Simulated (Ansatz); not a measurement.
System: Ti₃Ni, space group Pm-3m (No. 221).

The given structure:
```
Ni Ti
1.0
     3.93518    0.00000    0.00000
     0.00000    3.93518    0.00000
     0.00000    0.00000    3.93518
Ni Ti
1 3
Cartesian
  0.0000 0.0000 0.0000
  1.9676 1.9676 0.0000
  1.9676 0.0000 1.9676
  0.0000 1.9676 1.9676
```

Computed with Ansatz 0.2.0: plane-wave DFT, collinear spins; energies at scaled volumes of the given cell, shape and fractions fixed, counted from the fit's minimum, third-order Birch-Murnaghan fit. Level: r2SCAN, collinear spin.

- k mesh: 7×7×7
- occupations: Fermi–Dirac
- smearing width: 0.05 eV
- potentials: Ansatz PAW
- wave cutoff: 500 eV
- density cutoff: 2000 eV

Predict the energy and pressure against volume. The volume takes the values 14.32, 14.63, 14.93, 15.23, 15.54, 15.84, 16.15 Å³/atom.

A third-order Birch–Murnaghan fit gives V0 = 15.09 Å³/atom, B0 = 124 GPa and B′ = 5.5. The energy is 16.81 meV/atom at volume 14.32 Å³/atom and 25.06 meV/atom at 16.15 Å³/atom; the lowest computed point is at volume 14.93 Å³/atom (0.54 meV/atom), and no other minimum shows. The pressure falls from 7.51 GPa at volume 14.32 Å³/atom to −7.20 GPa at 16.15 Å³/atom, and changes sign near 15.10 Å³/atom.

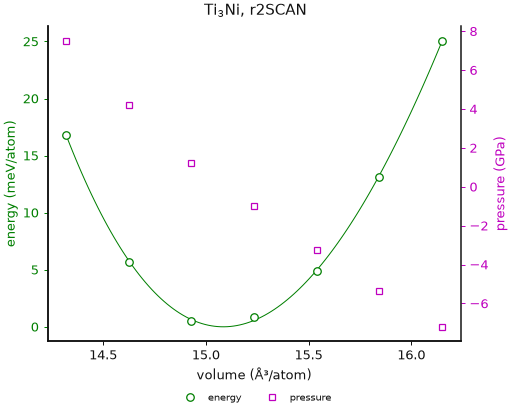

Keep in mind: state may lie high.
